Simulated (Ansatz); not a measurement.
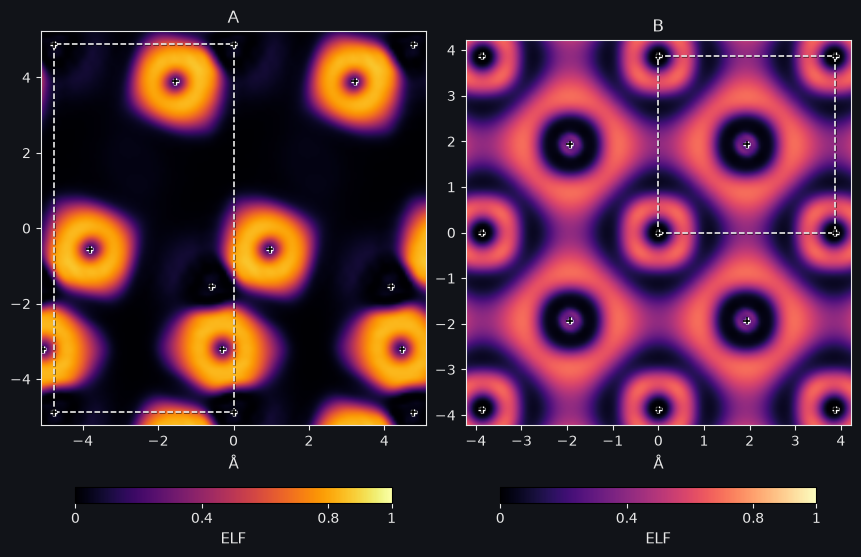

The electron localisation function of 2 systems, each on a plane through atoms (crosses mark nuclei in the plane).

Theory: Kohn-Sham DFT of a periodic cell, RPBE, Ansatz PAW in Ansatz 0.2.0.

System 1: Al2O3, the (001) plane of the conventional cell. Space group Pnnm; a structure from a database of computed crystals, not necessarily the ambient phase.

System 2: TiAl3, the (001) plane of the conventional cell. Space group I4/mmm; a structure from a database of computed crystals, not necessarily the ambient phase.

Question: Match each panel to its system.

Answer: Panel A is system 1, Al2O3: the plane holds Al and O. Al–O (1.69 Å): the ELF peaks at about 0.85 in the valence shell of O, 0.7 Å from its nucleus, and is about 0.80 at the midpoint. Panel B is system 2, TiAl3: the plane holds Ti and Al. Ti–Al (2.74 Å): the ELF is about 0.35 at the midpoint.
